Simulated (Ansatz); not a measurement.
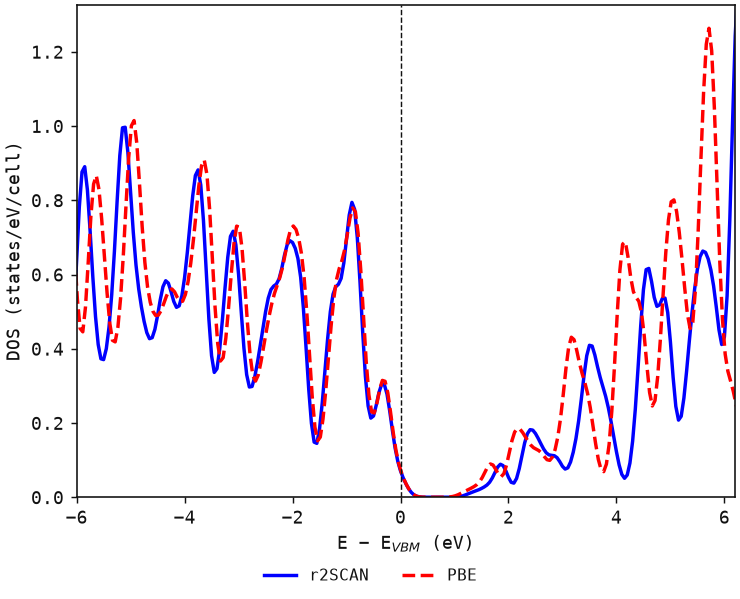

Total densities of states of BN, space group Fm-3m, 2 atoms in the cell, rocksalt type, by two methods on the same cell. The curves are built from the levels of the k mesh with Gaussians 0.3 eV wide, which also blur the band edges. Each is counted from its own valence-band top.

**What changes from one method to the other?**

r2SCAN gives a gap of 1.34 eV and PBE gives a gap of 1.20 eV. In the window shown, the tallest filled peak lies at −5.1 eV in r2SCAN and −4.9 eV in PBE.

Settings. r2SCAN: DFT, r2SCAN, plane waves, PAW, no spin polarisation, 12×12×12 k mesh, 500 eV cutoff (Ansatz). PBE: DFT, PBE, plane waves, PAW, no spin polarisation, 12×12×12 k mesh, 420 eV cutoff, Fermi-Dirac smearing of 0.02 eV (Ansatz 0.2.0).
